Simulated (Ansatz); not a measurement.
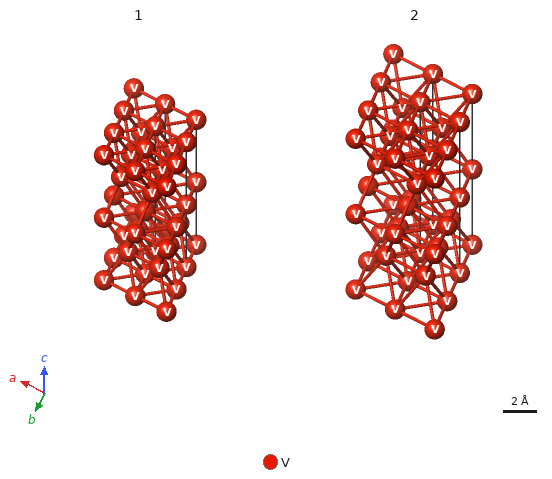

Two geometries of a crystal of V (a generated structure, set up in P6_3/mmc) (coarse preliminary run), drawn at one scale. One is the start of a relaxation, the other its converged end. Style: ball-and-stick. Shown: the cell of the calculation, repeated 2 × 3 × 1 with one cell outlined, from a free direction.

These are results of DFT PBE+D3(BJ), scalar-relativistic, plane waves, PAW (Ansatz), not measurements. Settings: plane-wave cutoff 420 eV; k-point mesh 6 × 6 × 2; occupations gaussian; smearing width 0.1 eV; collinear spin; cell and atoms relaxed; force threshold 0.05 eV/Å; at most 60 steps.

### Which of the two is the end point?

Structure 1 is the relaxed one. Case: Al → V on all its sites, cell and atoms relaxed. After 7 accepted moves (8 points after the start) the energy has fallen by 7.988 eV per cell of the calculation. All forces vanish by symmetry, so only the cell relaxes. Pressure: −22.39 GPa at the start and 0.00 GPa at the end. The SCF was repeated once at an unchanged geometry on a basis and grid sized afresh for the cell, which shifted the energy by 9.6 meV per cell of the calculation at most. No atom moves by more than 0.005 Å relative to the cell. The drawn cell changes as follows: a = b 3.298 → 2.609 Å (−20.9 %), c 10.830 → 8.971 Å (−17.2 %); the volume changes by −48.2 %. Among the contacts that change: V–V 3.298 → 2.609 Å, V–V 3.310 → 2.702 Å. The space group stays P6_3/mmc (No. 194). The program noted that the starting moments weren't kept. The run took 100 s on 1 thread of Arm Neoverse V2, with other jobs on the host, peak memory 0.45 GiB.
